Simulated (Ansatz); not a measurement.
**SiC: geometry relaxation (part 2 of 2)**

The same run, continued: SiC (2 atoms in the cell); DFT, PBEsol, plane waves, PAW, no spin polarisation (Ansatz 0.2.0); cutoff 420 eV, 12×12×15 k-mesh, Fermi–Dirac smearing of 0.001 eV. The structure derives from an entry of the Crystallography Open Database.

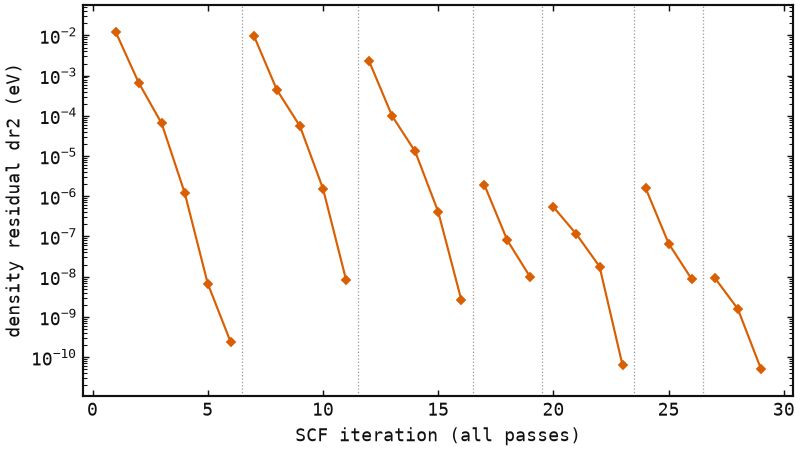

Fig. 1: Convergence of the self-consistent field: density residual dr2 against the SCF iteration. The dotted lines part the SCF passes of the relaxation: geometry steps, rejected trials and re-solves on a re-selected basis. The 7 passes take 3 to 6 iterations each, 29 in all.

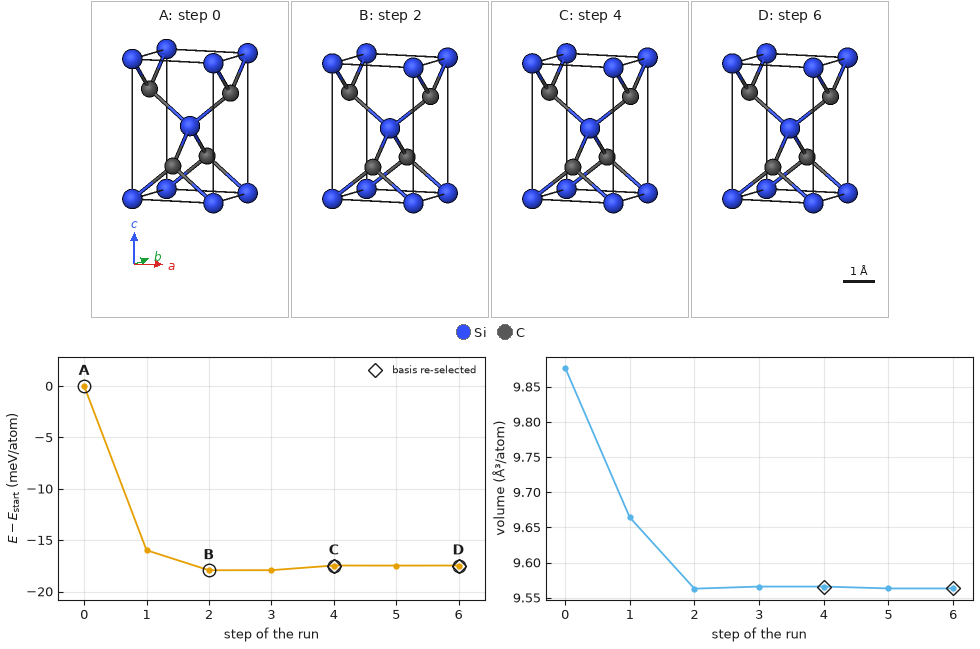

Fig. 2: Frames of the relaxation (ball-and-stick view of the cell 2 times as large as that of the calculation, set on its symmetry axes, seen slightly off an axis) above the curves, on which the letters mark them (the first geometry is step 0 here and step 1 in the log).

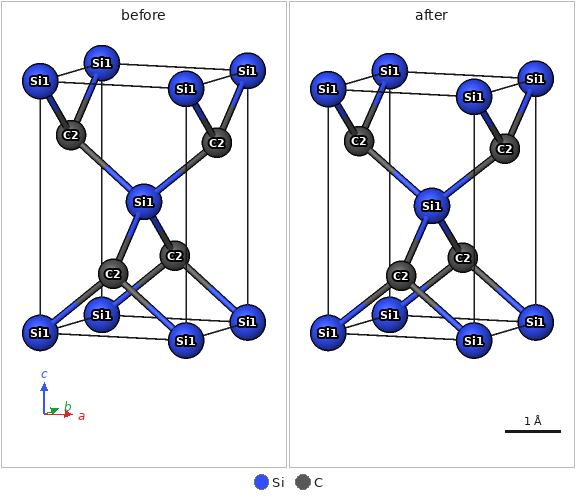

Fig. 3: Before (left) and after (right) the relaxation, at one scale (ball-and-stick view of the cell 2 times as large as that of the calculation, set on its symmetry axes, seen slightly off an axis). The atoms keep their places relative to the cell (all moves are under 0.005 Å). Cell: a = b stay at 2.911 Å, c 4.664 → 4.516 Å (−3.2 %). Volume −3.2 %. Among the contacts that change: Si1–C2 1.865 → 1.842 Å. The space group stays I-4m2 (No. 119). Over 4 geometry steps the energy falls by 17.5 meV per atom. The pressure goes from 9.87 to 19.30 GPa. The basis was re-selected once at an unchanged geometry, which shifts the energy a little without any move. The energy change given includes the shifts at the re-selections in mid-walk, which come without any move. A last SCF at the same geometry on a re-selected plane-wave basis shifts the energy by +0.0 meV per atom. (Atoms are counted from 1 in the order of the input.)

```
basis re-selected at this cell: Δ(F+E_penalty+E_count) = +1.177e-5 eV, ΔP = -0.000 GPa vs the last step (what re-selecting the basis moved, of the pressure what is left beyond the Pulay correction that the steps carried, after the strain that the cell walked since its last selection, with what the two solves' SCF thresholds leave and, on support functions, any second-order correction that the steps lacked; it is no measure of the basis error at this ecutwfc). This SCF's stress stands 2.18e-4 GPa from its target on what of the cell is left free (relax.cell.stress_tol is 1.00e-1 GPa) and its largest allowed force component is 1.38e-6 eV/Å (relax.f_tol is 1.00e-2 eV/Å): within both
SCF converged after 3 iterations
Free energy (F): -868.515507 eV
Harris-Foulkes:  -868.515507 eV  (|F-HF|=1.84e-11)
Internal energy: -868.515507 eV  (E = F + TS)
E sigma→0 (E₀):  -868.515507 eV
Fermi energy:    11.065951 eV
--- Per-component energies (eV) ---
  E_band       = 34.806718
  E_kinetic    = 139.556684
  E_local      = -98.232821  (includes V_loc(G=0)·N_el)
  E_nonlocal   = 53.022167
  E_hartree    = 30.551450
  E_xc         = -106.025064
  E_vxc        = -110.945742  (∫ρ·V_xc dr)
  E_paw        = -594.709268  (= ΣΔE_a)
  E_vpaw       = -9.696522  (= ΣTr[D̂ρ^β])
  E_aug_tail   = 0.000016  (compensation charges beyond the density's cutoff)
  E_ewald      = -292.731333
  E_core_change = 0.052661  (= ΣΔE_core)
  E_smearing   = -0.000000  (= −TS)
  E_closure    = 0.000000  (closes the sum)
  Σ components = -868.515507   (vs F -868.515507, Δ=0.00e0)
--- Forces (eV/Å), atoms counted from 1 ---
  atom   1  Si    -0.00000039     0.00000039     0.00000000
  atom   2  C      0.00000238    -0.00000238    -0.00000000
  max |Σ_I F_I| component: 1.99e-6 eV/Å
--- Stress (GPa, compression-positive) ---
       28.944170       0.000013       0.000063
        0.000013      28.944170       0.000063
        0.000063       0.000063      -0.000168
  P = ⅓ Tr σ = 19.2961 GPa (192.961 kbar)
--- Band table (eV; the first three rows and the last of 589) ---
  k-point 0: bands = ["-5.6040", "9.9759", "10.7261", "10.7261", "17.4576", "18.2355", "18.2355", "18.3787"]
  k-point 1: bands = ["-5.4941", "9.6312", "10.5264", "10.5264", "17.6669", "18.1629", "18.5711", "18.5711"]
  k-point 2: bands = ["-5.1657", "8.7333", "10.0300", "10.0300", "16.9449", "18.6782", "19.4643", "19.4643"]
  k-point 588: bands = ["0.1479", "2.8008", "6.6270", "6.7959", "11.5134", "14.5292", "23.2667", "26.0165"]
--- Relaxed structure (5 steps of the walk, 5 accepted, 2 SCFs on fresh bases) ---
  F+E_penalty+E_count = -868.51550747 eV   max|allowed force component| = 1.383e-6 eV/Å   (the final SCF, on the basis selected at the relaxed cell)
  cell:  # Å, volume = 19.1264 Å³
    - [2.9105323063998285, -1.715841529635624e-13, -9.993624872285192e-7]
    - [-1.715841529635624e-13, 2.9105323063998285, -9.993624872285192e-7]
    - [-1.4552669539051228, -1.4552669539051228, 2.257816186606749]
  atoms:
    - { symbol: Si, position: [7.010149022518459e-8, -7.010149022518459e-8, 0.0] }
    - { symbol: C, position: [0.24999992989850978, 0.7500000701014902, 0.49999999999999994] }
```

### Trajectory as extended XYZ (Å, eV, eV/Å), 7 frames, from step=1 to step=7
```
2
Lattice="2.9105 0.0000 0.0000 0.0000 2.9105 0.0000 -1.4553 -1.4553 2.3320" Properties=species:S:1:pos:R:3:forces:R:3 step=1 energy=-868.48057 pressure_GPa=9.87
Si    0.0000    0.0000    0.0000    0.0000   0.0000   0.0000
C     0.0000    1.4553    1.1660    0.0000   0.0000   0.0000
2
Lattice="2.9105 0.0000 0.0000 0.0000 2.9105 0.0000 -1.4553 -1.4553 2.2817" Properties=species:S:1:pos:R:3:forces:R:3 step=2 energy=-868.51253 pressure_GPa=16.18
Si    0.0000    0.0000    0.0000    0.0000   0.0000   0.0000
C     0.0000    1.4553    1.1408    0.0000   0.0000   0.0000
2
Lattice="2.9105 0.0000 0.0000 0.0000 2.9105 0.0000 -1.4553 -1.4553 2.2577" Properties=species:S:1:pos:R:3:forces:R:3 step=3 energy=-868.51643 pressure_GPa=19.40
Si    0.0000    0.0000    0.0000    0.0000   0.0000   0.0000
C     0.0000    1.4553    1.1289    0.0000   0.0000   0.0000
2
Lattice="2.9105 0.0000 0.0000 0.0000 2.9105 0.0000 -1.4553 -1.4553 2.2584" Properties=species:S:1:pos:R:3:forces:R:3 step=4 energy=-868.51642 pressure_GPa=19.30
Si    0.0000    0.0000    0.0000    0.0000   0.0000   0.0000
C     0.0000    1.4553    1.1292    0.0000   0.0000   0.0000
2
Lattice="2.9105 0.0000 0.0000 0.0000 2.9105 0.0000 -1.4553 -1.4553 2.2584" Properties=species:S:1:pos:R:3:forces:R:3 step=5 energy=-868.51551 pressure_GPa=19.21
Si    0.0000    0.0000    0.0000    0.0000   0.0000   0.0000
C     0.0000    1.4553    1.1292    0.0000   0.0000   0.0000
2
Lattice="2.9105 0.0000 -0.0000 0.0000 2.9105 -0.0000 -1.4553 -1.4553 2.2578" Properties=species:S:1:pos:R:3:forces:R:3 step=6 energy=-868.51552 pressure_GPa=19.30
Si    0.0000    0.0000    0.0000    0.0000   0.0000   0.0000
C     0.0000    1.4553    1.1289    0.0000   0.0000   0.0000
2
Lattice="2.9105 0.0000 -0.0000 0.0000 2.9105 -0.0000 -1.4553 -1.4553 2.2578" Properties=species:S:1:pos:R:3:forces:R:3 step=7 energy=-868.51551 pressure_GPa=19.30
Si    0.0000    0.0000    0.0000    0.0000   0.0000   0.0000
C     0.0000    1.4553    1.1289    0.0000   0.0000   0.0000
```

This output came from the following input.

### The input
```yaml
crystal:
  lattice:
    - [2.9105323064, 0.0, 0.0]
    - [0.0, 2.9105323064, 0.0]
    - [-1.4552661532, -1.4552661532, 2.3319652843]
  atoms:
    - { symbol: Si, position: [0.0, 0.0, 0.0] }
    - { symbol: C, position: [0.25, 0.75, 0.5] }
basis:
  ecutwfc: 420
kpoints:
  mp_grid: { grid: [12, 12, 15] }
hamiltonian:
  xc: pbesol
scf:
  occupations: { method: fermi_dirac, width: 0.001 }
output:
  forces: true
  eigenvalues: true
  stress: true
relax:
  adjacent_minimum: "off"
  f_tol: 0.01
  max_steps: 50
  cell: { fix: [a, b, gamma], stress_tol: 0.1 }
```

Launch command:
```bash
ansatz run input.yaml --threads 4 --pin off --max-ram 10240MiB --backend cpu --events-out ev --progress --plain --runs-dir out
```

### Key numbers

```tsv
quantity	value
outcome	converged
space group (tolerance 0.01 Å)	I-4m2 (119)
electrons treated	8
free energy	−868.5155 eV
Fermi energy	11.066 eV
gap on the k-point mesh	0.64 eV
pressure	19.30 GPa
final volume	19.13 Å³
largest force (length of the vector) at the end	under 0.001 eV/Å
final cell	a = 2.911 Å, b = 2.911 Å, c = 3.055 Å, α = 118.45°, β = 118.45°, γ = 90.00°
hardware	4 threads of AMD EPYC (Zen 3), 32 GiB of memory available, shared host
wall time	15 s (CPU time 57 s)
peak memory	0.52 GiB
```

Settings chosen away from the usual ones: scf.occupations.method set to fermi_dirac (from gaussian); scf.occupations.width set to 0.001 (from 0.1). The program warns: the k-point mesh lowers the symmetry that the run can use.
